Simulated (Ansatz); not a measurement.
# Gallium, alpha-Ga (Cmce) under LDA: how the cold (Marzari-Vanderbilt) smearing moves the result, part 2 of 2

Aim: find which cold (Marzari-Vanderbilt) smearing width is enough for energy and pressure. The geometry was relaxed under LDA beforehand and stays fixed; 7 values are run, from 0.01 to 1.0 eV. Wanted are the values from which on the energy stays within 10 and 1 meV/atom, and the pressure within 0.5 GPa, of the narrowest run. Within the series other settings stay, but some runs also write fields, which adds to their time. Spin polarisation is left out.

Ansatz 0.2.0; DFT LDA, plane waves with PAW, scalar-relativistic. The steps go on from the part before.

**5. With a width of 0.2 eV**

The run at 0.2 eV.

input.yaml

```yaml
crystal:
  lattice:
    - [2.2178908173, -3.7419137528, 0.0]
    - [2.2178908173, 3.7419137528, 0.0]
    - [0.0, 0.0, 4.4249628129]
  atoms:
    - { symbol: Ga, position: [0.8443628362, 0.1556371638, 0.0859373133] }
    - { symbol: Ga, position: [0.6556371638, 0.3443628362, 0.5859373133] }
    - { symbol: Ga, position: [0.1556371638, 0.8443628362, 0.9140626867] }
    - { symbol: Ga, position: [0.3443628362, 0.6556371638, 0.4140626867] }
hamiltonian:
  xc: lda
  pseudopotentials:
    kind: paw
    azcp:
      Ga: "pseudopotentials/Ga.paw.azcp"
basis:
  ecutwfc: 420
  fft_grid_basis: typed
kpoints:
  mp_grid: { grid: [8, 8, 7], shift: [0, 0, 0] }
magnetization:
  spin_polarized: false
scf:
  occupations: { method: cold, width: 0.2 }
  lower_state_search: "off"
output:
  stress: true
```

The run is started by

```bash
> ansatz run input.yaml --threads 2 --pin off --max-ram 5120MiB --backend cpu --events-out ev --progress --plain --runs-dir out
```

Output (excerpt; [...] marks lines left out):

```text
Warning: <dir> the record states the generating functional pbe (its physics header spells it `PBE`), which answers neither for hamiltonian.xc's functional nor for the lda family's — results may be inconsistent (PPs are generated against a specific XC)
Warning: RAYON_NUM_THREADS=2 ignored (pool sized by the plan → 2); use --threads N
[...]
Pseudopotentials: kind: paw
Pseudopotential: Ga, paw, valence charge 13, recommended cutoff 420 eV (normal), <dir>
Functional definition: SPW92
[...]
Crystal: 4 atoms, lattice volume = 73.447 Å³
Basis set: ecut = 420 eV, 1477 PW (Γ)
Bands: 30, of which v1, the nominal top of the filled ones, is band 26 counted from 1 (25 counted from 0)
Symmetry: 8 space group operations
Space group: Cmce (ITA 64), of the structure as read, at distance tolerance 4.2e-5 Å
k-points: 84 of 448
[...]
SCF iter   1: F=—  HF=-14827.919761 eV  |F-HF|=—  |Δ(HF+E_count)|=         —  Δρ=5.81e-3  dr2=8.53e-3  ethr=1.77e-3  ⟨swp⟩=4.7  Hψ=8854  notcnv=0
[...]
SCF iter   7: F=-14827.916397 eV  HF=-14827.916397 eV  |F-HF|=3.65e-9  |Δ(HF+E_count)|=   5.17e-9  S|Δr|=    0.00e0  Δρ=3.27e-6  dr2=1.20e-8  ethr=1.92e-10  ⟨swp⟩=4.1  Hψ=9486  notcnv=0
[...]
SCF converged after 7 iterations
Stability not checked: this state was not tested for a lower state beside it, because cold or Methfessel-Paxton smearing, or corrected tetrahedra, fill the levels in a way that the test cannot read (fill_not_monotonic; see scf.lower_state_search)
Free energy (F): -14827.916397 eV
[...]
E sigma→0 (E₀):  -14827.916183 eV
Entropy (-TS):   -0.000642 eV (-0.161 meV/atom)
Fermi energy:    9.557399 eV
[...]
--- Stress (GPa, compression-positive) ---
       -0.031731       0.000000      -0.000000
        0.000000       0.008579       0.000000
       -0.000000       0.000000      -0.080070
  P = ⅓ Tr σ = -0.0344 GPa (-0.344 kbar)
```

Run time: 5.3 s. Hardware: 2 threads of Arm Neoverse V2, shared host; peak memory 0.4 GiB.

**6. With a width of 0.3 eV**

The run at 0.3 eV.

Edit input.yaml of step 5 so:

```diff
@@ -24,3 +24,3 @@
 scf:
-  occupations: { method: cold, width: 0.2 }
+  occupations: { method: cold, width: 0.3 }
   lower_state_search: "off"
```

The run is started by

```bash
> ansatz run input.yaml --threads 2 --pin off --max-ram 5120MiB --backend cpu --events-out ev --progress --plain --runs-dir out
```

Output (excerpt; [...] marks lines left out):

```text
Warning: <dir> the record states the generating functional pbe (its physics header spells it `PBE`), which answers neither for hamiltonian.xc's functional nor for the lda family's — results may be inconsistent (PPs are generated against a specific XC)
Warning: RAYON_NUM_THREADS=2 ignored (pool sized by the plan → 2); use --threads N
[...]
[... 3 set-up lines as earlier in the session ...]
[...]
Crystal: 4 atoms, lattice volume = 73.447 Å³
Basis set: ecut = 420 eV, 1477 PW (Γ)
Bands: 30, of which v1, the nominal top of the filled ones, is band 26 counted from 1 (25 counted from 0)
[... 2 set-up lines as earlier in the session ...]
k-points: 84 of 448
[...]
SCF iter   1: F=—  HF=-14827.919490 eV  |F-HF|=—  |Δ(HF+E_count)|=         —  Δρ=5.81e-3  dr2=8.61e-3  ethr=1.77e-3  ⟨swp⟩=4.4  Hψ=8695  notcnv=0
[...]
SCF iter   7: F=-14827.916088 eV  HF=-14827.916088 eV  |F-HF|=3.71e-9  |Δ(HF+E_count)|=   4.57e-9  S|Δr|=    0.00e0  Δρ=3.33e-6  dr2=1.24e-8  ethr=1.92e-10  ⟨swp⟩=4.1  Hψ=9499  notcnv=0
[...]
SCF converged after 7 iterations
Stability not checked: this state was not tested for a lower state beside it, because cold or Methfessel-Paxton smearing, or corrected tetrahedra, fill the levels in a way that the test cannot read (fill_not_monotonic; see scf.lower_state_search)
Free energy (F): -14827.916088 eV
[...]
E sigma→0 (E₀):  -14827.916980 eV
Entropy (-TS):   0.002677 eV (0.669 meV/atom)
Fermi energy:    9.546648 eV
[...]
--- Stress (GPa, compression-positive) ---
       -0.052737       0.000000      -0.000000
        0.000000       0.113608       0.000000
       -0.000000       0.000000      -0.160408
  P = ⅓ Tr σ = -0.0332 GPa (-0.332 kbar)
```

Wall time 4.8 s (2 threads of Arm Neoverse V2, shared host); peak memory 0.4 GiB.

**7. With a width of 0.6 eV**

The run at 0.6 eV.

Edit input.yaml of step 6 so:

```diff
@@ -24,3 +24,3 @@
 scf:
-  occupations: { method: cold, width: 0.3 }
+  occupations: { method: cold, width: 0.6 }
   lower_state_search: "off"
@@ -28 +28,5 @@
   stress: true
+  write_density: true
+  write_potential: true
+  elf: true
+  volumetric_format: npy
```

The run is started by

```bash
> ansatz run input.yaml --threads 2 --pin off --max-ram 5120MiB --backend cpu --events-out ev --progress --plain --runs-dir out
```

Output (excerpt; [...] marks lines left out):

```text
Warning: <dir> the record states the generating functional pbe (its physics header spells it `PBE`), which answers neither for hamiltonian.xc's functional nor for the lda family's — results may be inconsistent (PPs are generated against a specific XC)
Warning: RAYON_NUM_THREADS=2 ignored (pool sized by the plan → 2); use --threads N
band count auto-derived: 33 (N_el = 52.0; filled up to band 26; 32 by the electrons, moments and atoms)
[...]
[... 3 set-up lines as earlier in the session ...]
[...]
Crystal: 4 atoms, lattice volume = 73.447 Å³
Basis set: ecut = 420 eV, 1477 PW (Γ)
Bands: 33, of which v1, the nominal top of the filled ones, is band 26 counted from 1 (25 counted from 0)
[... 2 set-up lines as earlier in the session ...]
k-points: 84 of 448
[...]
SCF iter   1: F=—  HF=-14827.904875 eV  |F-HF|=—  |Δ(HF+E_count)|=         —  Δρ=5.81e-3  dr2=8.69e-3  ethr=1.77e-3  ⟨swp⟩=4.5  Hψ=9578  notcnv=0
[...]
SCF iter   7: F=-14827.901430 eV  HF=-14827.901430 eV  |F-HF|=6.92e-9  |Δ(HF+E_count)|=   1.97e-8  S|Δr|=    0.00e0  Δρ=4.41e-6  dr2=2.18e-8  ethr=1.92e-10  ⟨swp⟩=10.4  Hψ=18705  notcnv=0
[...]
SCF converged after 7 iterations
Stability not checked: this state was not tested for a lower state beside it, because cold or Methfessel-Paxton smearing, or corrected tetrahedra, fill the levels in a way that the test cannot read (fill_not_monotonic; see scf.lower_state_search)
Free energy (F): -14827.901430 eV
[...]
E sigma→0 (E₀):  -14827.921262 eV
Entropy (-TS):   0.059498 eV (14.875 meV/atom)
Fermi energy:    9.500259 eV
[...]
--- Stress (GPa, compression-positive) ---
       -0.446223       0.000000      -0.000000
        0.000000       0.130106       0.000000
       -0.000000       0.000000       0.041811
  P = ⅓ Tr σ = -0.0914 GPa (-0.914 kbar)
--- Band table (eV; the first three rows and the last of 84) ---
[...]
```

Wall time 7.7 s (2 threads of Arm Neoverse V2, shared host); peak memory 0.41 GiB.

**8. With a width of 1.0 eV**

The run at 1.0 eV.

Edit input.yaml of step 7 so:

```diff
@@ -24,3 +24,3 @@
 scf:
-  occupations: { method: cold, width: 0.6 }
+  occupations: { method: cold, width: 1.0 }
   lower_state_search: "off"
@@ -28,5 +28 @@
   stress: true
-  write_density: true
-  write_potential: true
-  elf: true
-  volumetric_format: npy
```

The run is started by

```bash
> ansatz run input.yaml --threads 2 --pin off --max-ram 5120MiB --backend cpu --events-out ev --progress --plain --runs-dir out
```

Output (excerpt; [...] marks lines left out):

```text
Warning: <dir> the record states the generating functional pbe (its physics header spells it `PBE`), which answers neither for hamiltonian.xc's functional nor for the lda family's — results may be inconsistent (PPs are generated against a specific XC)
Warning: RAYON_NUM_THREADS=2 ignored (pool sized by the plan → 2); use --threads N
band count auto-derived: 32 (N_el = 52.0; filled up to band 26; 30 by the electrons, moments and atoms)
[...]
[... 3 set-up lines as earlier in the session ...]
[...]
Crystal: 4 atoms, lattice volume = 73.447 Å³
Basis set: ecut = 420 eV, 1477 PW (Γ)
Bands: 32, of which v1, the nominal top of the filled ones, is band 26 counted from 1 (25 counted from 0)
[... 2 set-up lines as earlier in the session ...]
k-points: 84 of 448
[...]
SCF iter   1: F=—  HF=-14827.851382 eV  |F-HF|=—  |Δ(HF+E_count)|=         —  Δρ=6.00e-3  dr2=8.54e-3  ethr=1.77e-3  ⟨swp⟩=4.7  Hψ=9268  notcnv=0
[...]
SCF iter   7: F=-14827.848256 eV  HF=-14827.848256 eV  |F-HF|=4.88e-9  |Δ(HF+E_count)|=   2.17e-8  S|Δr|=    0.00e0  Δρ=3.65e-6  dr2=1.49e-8  ethr=1.92e-10  ⟨swp⟩=4.2  Hψ=9766  notcnv=0
[...]
SCF converged after 7 iterations
Stability not checked: this state was not tested for a lower state beside it, because cold or Methfessel-Paxton smearing, or corrected tetrahedra, fill the levels in a way that the test cannot read (fill_not_monotonic; see scf.lower_state_search)
Free energy (F): -14827.848256 eV
[...]
E sigma→0 (E₀):  -14827.897051 eV
Entropy (-TS):   0.146386 eV (36.596 meV/atom)
Fermi energy:    9.483782 eV
[...]
--- Stress (GPa, compression-positive) ---
       -0.459389       0.000000      -0.000000
        0.000000       0.118907       0.000000
       -0.000000       0.000000       0.185032
  P = ⅓ Tr σ = -0.0518 GPa (-0.518 kbar)
```

It took 5.3 s on 2 threads of Arm Neoverse V2, shared host; peak memory 0.4 GiB.

**9. All values side by side**

Differences are taken from the run at 0.01 eV.

```
smearing (eV)  F (meV/atom)  E(σ → 0) (meV/atom)  P (GPa)  SCF cycles  CPU time
         0.01          0.00                 0.00    -0.03           7      15 s
         0.03         -0.05                -0.03    -0.04           7      15 s
          0.1         -0.15                -0.18    -0.04           7      10 s
          0.2         -0.20                -0.15    -0.03           7      10 s
          0.3         -0.12                -0.35    -0.03           7     9.4 s
          0.6          3.54                -1.42    -0.09           7      15 s
          1.0         16.84                 4.63    -0.05           7      10 s
```

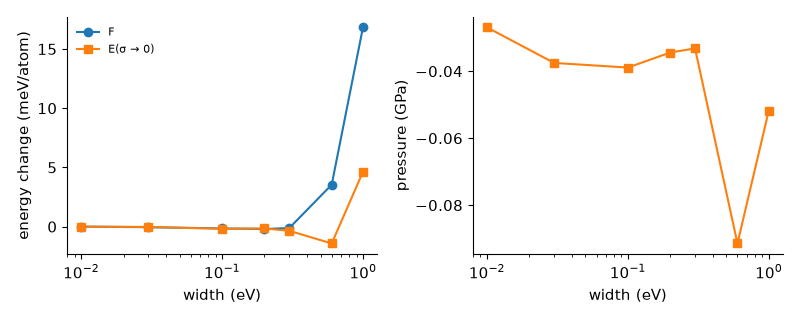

Energy and pressure against the cold (Marzari-Vanderbilt) smearing width.

**10. What came out**

The summary covers parts 1 to 2.

| quantity | value |
| --- | --- |
| E(σ → 0) stays within 10 meV/atom of 0.01 eV | up to 1.0 eV |
| E(σ → 0) stays within 1 meV/atom | up to 0.3 eV |
| pressure stays within 0.5 GPa | up to 1.0 eV |
| pressure at 0.01 eV | -0.03 GPa |
| energy of a separate run on a finer mesh (11×11×10) | -2.4 meV/atom from 0.01 eV |

The far end, 1.0 eV, lies +4.6 meV/atom and 0.0 GPa from the yardstick. Over the range F shifts by +16.8 meV/atom, while E(σ → 0) shifts by +4.6. This scheme cancels the term in the square of the width, so F moves little up to 0.2 eV. The mesh (8×8×7) is fixed, so the narrowest widths carry a k-point error of their own. The yardstick itself is unsettled by 2.4 meV/atom against the finer mesh, so the thresholds above hold only within this series, and wider smearing, which averages over more states, can land nearer the fine-mesh value than the narrowest does. The cell taken over is 6 % smaller than the measured one (19.59 Å³/atom, COD).
